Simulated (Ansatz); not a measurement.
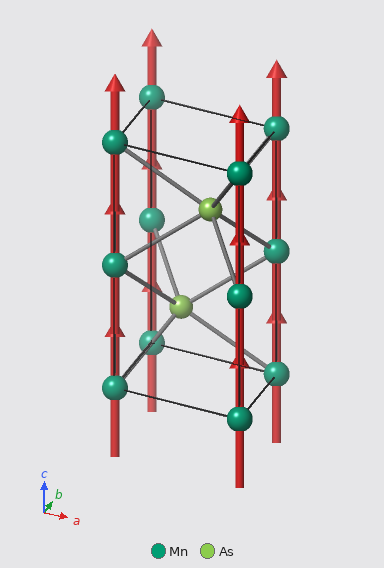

Crystal structure, ball-and-stick style, seen slightly off an axis. The parallelepiped is the simulation cell. Arrows are the site magnetic moments above 0.25 μB (those induced on non-metal atoms are left out); longer means larger, and red and blue are up and down (without spin-orbit coupling the axis itself is arbitrary).

This is the state reached for MnAs. Method used: DFT PBE, scalar-relativistic, plane waves, PAW (Ansatz). It ran with plane waves up to 420 eV, 12×12×8 k-mesh, Gaussian smearing of 0.1 eV, collinear spins.

### Which kind of magnetic order is this?

Ferromagnetic (within this cell). Site moments: 2 Mn +2.6 μB. The net spin moment of the whole cell is 5.3 μB.

The cell started as a structure listed in the Materials Project. It was relaxed with Ansatz, DFT PBE, scalar-relativistic, plane waves, PAW under a constraint or pressure on the cell, so some stress remains.

At this level of theory the cell isn't at rest (compressed, at 4 GPa), so its distances can differ from those at equilibrium, the more so the softer the solid, and its magnetic state may change on relaxation.
